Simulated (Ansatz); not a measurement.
```cif
data_structure
_symmetry_space_group_name_H-M 'P 1'
_symmetry_Int_Tables_number 1
_cell_length_a 3.0681
_cell_length_b 3.0681
_cell_length_c 52.6958
_cell_angle_alpha 90.000
_cell_angle_beta 90.000
_cell_angle_gamma 120.000
_cell_volume 429.58
loop_
_atom_site_label
_atom_site_type_symbol
_atom_site_fract_x
_atom_site_fract_y
_atom_site_fract_z
_atom_site_occupancy
Si1 Si 0.66667 0.33333 0.33333 1
Si2 Si 0.33333 0.66667 0.66667 1
Si3 Si 0.00000 0.00000 0.00000 1
Si4 Si 0.66667 0.33333 0.14233 1
Si5 Si 0.00000 0.00000 0.80900 1
Si6 Si 0.33333 0.66667 0.47567 1
Si7 Si 0.66667 0.33333 0.04733 1
Si8 Si 0.00000 0.00000 0.71400 1
Si9 Si 0.33333 0.66667 0.38067 1
Si10 Si 0.66667 0.33333 0.90433 1
Si11 Si 0.00000 0.00000 0.57100 1
Si12 Si 0.33333 0.66667 0.23767 1
Si13 Si 0.66667 0.33333 0.76233 1
Si14 Si 0.00000 0.00000 0.42900 1
Si15 Si 0.33333 0.66667 0.09567 1
Si16 Si 0.66667 0.33333 0.61933 1
Si17 Si 0.33333 0.66667 0.95267 1
Si18 Si 0.00000 0.00000 0.28600 1
Si19 Si 0.66667 0.33333 0.52333 1
Si20 Si 0.33333 0.66667 0.85667 1
Si21 Si 0.00000 0.00000 0.19000 1
C1 C 0.66667 0.33333 0.29733 1
C2 C 0.00000 0.00000 0.96400 1
C3 C 0.33333 0.66667 0.63067 1
C4 C 0.66667 0.33333 0.10733 1
C5 C 0.00000 0.00000 0.77400 1
C6 C 0.33333 0.66667 0.44067 1
C7 C 0.66667 0.33333 0.01233 1
C8 C 0.00000 0.00000 0.67900 1
C9 C 0.33333 0.66667 0.34567 1
C10 C 0.66667 0.33333 0.86933 1
C11 C 0.00000 0.00000 0.53600 1
C12 C 0.33333 0.66667 0.20267 1
C13 C 0.66667 0.33333 0.72633 1
C14 C 0.00000 0.00000 0.39300 1
C15 C 0.33333 0.66667 0.05967 1
C16 C 0.66667 0.33333 0.58333 1
C17 C 0.33333 0.66667 0.91667 1
C18 C 0.00000 0.00000 0.25000 1
C19 C 0.66667 0.33333 0.48833 1
C20 C 0.33333 0.66667 0.82167 1
C21 C 0.00000 0.00000 0.15500 1
```

Space group R3m; not relaxed (largest force 1.2 eV/Å); computed pressure about 6 GPa in this cell.

All numbers below come from Ansatz 0.2.0, DFT, PAW plane waves, PBE.

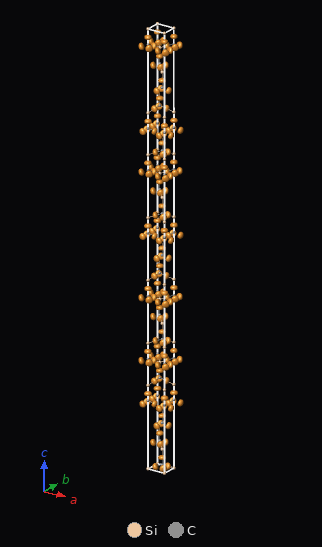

SiC. Isosurface of the ELF at 0.85 (orange), seen slightly off an axis. Only the valence region is drawn (cores and ρ < 0.01 e/Å³ removed). Sticks mark near contacts.

Core electrons are frozen (PAW), and the valence fields are smoothed inside the atomic spheres.

> Identify the bonds, lone pairs and shells in this picture.

The surface consists of 84 regions between bonded C–Si atoms (shared pairs), counted in one cell of 42 atoms. Regions shared between cells count once. Profiles from the grid: Si–C (1.84 Å): the ELF peaks at about 0.95 between the atoms: a shared electron pair. Si–C (1.89 Å): the ELF peaks at about 0.95 between the atoms (a covalent bond).
